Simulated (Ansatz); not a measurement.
**A series of single points on Au**

System: Au (P-1, 2 atoms in the cell).
Method: Kohn-Sham DFT of a periodic cell, LDA, all-electron LAPW, scalar-relativistic, no spin polarisation (Ansatz 0.2.0).

The 7 runs differ only in the geometry, by an even scaling of the cell at fixed fractional positions. The structure derives from a Materials Project entry.

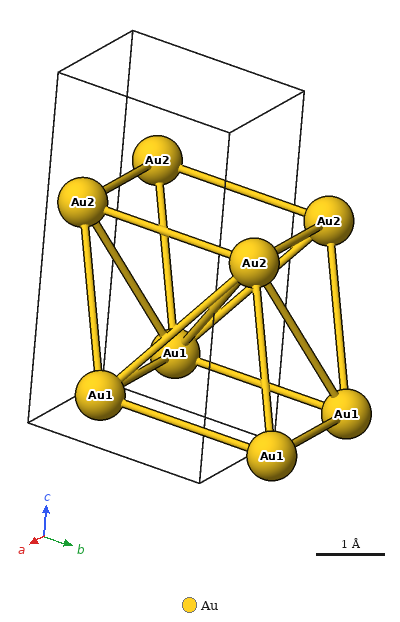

Figure 1. The structure of run 4 (ball-and-stick view of the cell of the calculation, repeated 2 × 2 × 1, seen slightly off an axis; atoms are numbered from 1 in the order of the input). An atom can appear more than once, as a periodic image.

### Input of run 4
```yaml
crystal:
  lattice:
    - [2.8154890579, 0.0, 0.0]
    - [-0.0129553469, 2.8201795887, 0.0]
    - [-1.1378916452, -1.1854109603, 4.9240140333]
  atoms:
    - { symbol: Au, position: [0.672862, 0.665962, 0.274055] }
    - { symbol: Au, position: [0.327138, 0.334038, 0.725945] }
kpoints:
  mp_grid: { grid: [10, 10, 6] }
scf:
  occupations: { method: fermi_dirac, width: 0.05 }
hamiltonian:
  xc: lda
  pseudopotentials: { kind: all_electron, lapw: { basis_error: 0.001 } }
output:
  forces: true
  stress: true
  eigenvalues: true
```

Command:
```bash
ansatz run input.yaml --threads 1 --pin off --max-ram 3072MiB --backend cpu --events-out ev --progress --plain --runs-dir out
```

Run 6 differs from it as follows:
```diff
-    - [2.8154890579, 0.0, 0.0]
-    - [-0.0129553469, 2.8201795887, 0.0]
-    - [-1.1378916452, -1.1854109603, 4.9240140333]
+    - [2.8525392154, 0.0, 0.0]
+    - [-0.0131258315, 2.8572914708, 0.0]
+    - [-1.1528656209, -1.2010102618, 4.9888111224]
```

### Results, with one run withheld

```csv
run,volume per atom (Å³),"free energy per atom, from the lowest run given (meV)",pressure (GPa)
1,18.376,0.00,−4.51
2,18.767,14.56,−7.34
3,19.158,35.52,−9.77
4,19.549,61.97,−11.84
5,19.940,93.09,−13.61
6,20.331,?,?
7,20.722,166.66,−16.39
```

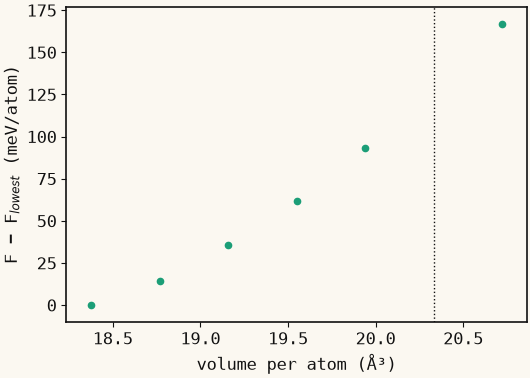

Figure 2. Free energy per atom of the runs given; the dotted line marks run 6.

Fit the runs given and predict run 6.

A cubic polynomial in V^(−2/3) (the Birch–Murnaghan form), fitted to the 6 runs given, misses them by under 0.01 meV per atom. With x = V^(−2/3) − 0.13854 Å⁻², it reads F = 50.789 − 14489 x + 8.4842e+05 x² + 6.3517e+06 x³ (meV per atom). At run 6 it gives 128.19 meV per atom, and the run itself gives 128.18. The slope of the fit gives a pressure −dF/dV of −15.11 GPa there, and the run prints −15.11 GPa. The fit has no minimum inside this range.

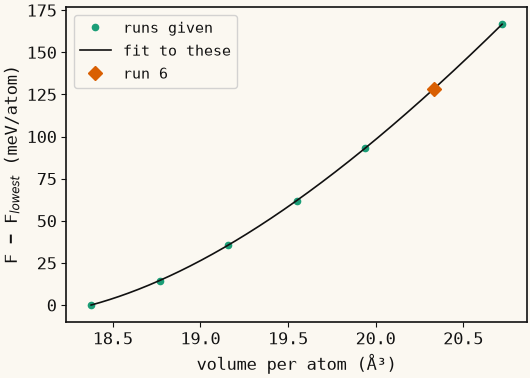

Figure 3. The fit and the withheld run.

### Output, shortened to warnings, some set-up lines, iterations and results (run 6)
```
Basis set: ecut = 271.7907494019802 eV, 415 PW (Γ), exchange–correlation at level 2
Symmetry: 2 space group operations
k-points: 304 of 600
Initial density: superposition of atomic densities (chi_scale 0.1, normalization cell)
[...]
SCF iter   1: F=—  HF=-1033881.482851 eV  |F-HF|=—  |Δ(HF+E_count)|=         —  Δρ=2.89e-2  dr2=2.98e-1  ethr=3.46e-4  ⟨swp⟩=2.5  Hψ=96341  notcnv=0
SCF iter   2: F=—  HF=-1033881.916464 eV  |F-HF|=—  |Δ(HF+E_count)|=   4.34e-1  Δρ=1.79e-2  dr2=1.38e-1  ethr=3.46e-4  ⟨swp⟩=3.0  Hψ=49512  notcnv=0
SCF iter   3: F=—  HF=-1033880.859349 eV  |F-HF|=—  |Δ(HF+E_count)|=    1.06e0  Δρ=2.39e-3  dr2=2.70e-3  ethr=3.14e-6  ⟨swp⟩=2.0  Hψ=79075  notcnv=0
SCF iter   4: F=—  HF=-1033880.842153 eV  |F-HF|=—  |Δ(HF+E_count)|=         —  Δρ=3.06e-3  dr2=4.11e-3  ethr=3.14e-6  ⟨swp⟩=2.2  Hψ=45712  notcnv=0
SCF iter   5: F=—  HF=-1033880.841814 eV  |F-HF|=—  |Δ(HF+E_count)|=   3.39e-4  Δρ=1.19e-3  dr2=8.04e-4  ethr=3.14e-6  ⟨swp⟩=2.0  Hψ=45636  notcnv=0
SCF iter   6: F=—  HF=-1033880.841898 eV  |F-HF|=—  |Δ(HF+E_count)|=   8.44e-5  Δρ=2.85e-4  dr2=2.59e-5  ethr=9.34e-7  ⟨swp⟩=2.0  Hψ=45636  notcnv=0
SCF iter   7: F=—  HF=-1033880.841900 eV  |F-HF|=—  |Δ(HF+E_count)|=   1.36e-6  Δρ=9.02e-5  dr2=6.17e-6  ethr=3.01e-8  ⟨swp⟩=2.0  Hψ=45636  notcnv=0
SCF iter   8: F=—  HF=-1033880.841898 eV  |F-HF|=—  |Δ(HF+E_count)|=   2.17e-6  Δρ=4.67e-5  dr2=2.83e-6  ethr=7.17e-9  ⟨swp⟩=2.0  Hψ=45636  notcnv=0
SCF iter   9: F=—  HF=-1033880.841897 eV  |F-HF|=—  |Δ(HF+E_count)|=   9.31e-7  Δρ=1.85e-5  dr2=3.19e-7  ethr=3.30e-9  ⟨swp⟩=2.0  Hψ=45636  notcnv=0
SCF iter  10: F=-1033880.841897 eV  HF=-1033880.841897 eV  |F-HF|=1.99e-8  |Δ(HF+E_count)|=   4.94e-8  Δρ=6.02e-6  dr2=2.62e-8  ethr=3.71e-10  ⟨swp⟩=2.0  Hψ=45636  notcnv=0
SCF 1 converged in 10 iterations: F = -1033880.841897 eV  dr2 = 2.62e-8
SCF converged after 10 iterations
Free energy (F): -1033880.841897 eV
Harris-Foulkes:  -1033880.841897 eV  (|F-HF|=1.99e-8)
Internal energy: -1033880.838201 eV  (E = F + TS)
E sigma→0 (E₀):  -1033880.840049 eV
Entropy (-TS):   -0.003695 eV (-1.848 meV/atom)
Fermi energy:    19.423253 eV
--- Per-component energies (eV) ---
  E_band       = -8121.816820
  E_kinetic    = 1178051.935466
  E_xc         = -19253.835606
  E_electrostatic = -2192678.938062  (all electrons and nuclei)
  E_smearing   = -0.003695  (= −TS)
  E_closure    = 0.000000  (closes the sum)
  E_atoms      = -1033872.446372  (free atoms, spherical and without spin; not in F)
  Σ components = -1033880.841897   (vs F -1033880.841897, Δ=0.00e0)
  Basis errors (estimates in eV, not in F): energy 3.3e-4 per atom: plane waves 2.9e-4 (1.5e-4 summed), levels above the bands 7.1e-142, relativity 1.1e-8, radial functions 4.0e-5, core shells 5.1e-8; eigenvalues (radial functions only) 3.4e-6; not estimated: angular momenta, meshes, grids; target …
--- Forces (eV/Å), atoms counted from 1 ---
  atom   1  Au     0.00604762     0.00399066     0.18619091
  atom   2  Au    -0.00604762    -0.00399066    -0.18619091
  max |Σ_I F_I| component: 0.00e0 eV/Å
--- Stress (GPa, compression-positive) ---
      -15.645020       0.168508      -0.022739
        0.168508     -15.782576      -0.040639
       -0.022739      -0.040639     -13.905354
  P = ⅓ Tr σ = -15.1110 GPa (-151.110 kbar)
```

Notes: Spin–orbit coupling is left out, which matters for Au.
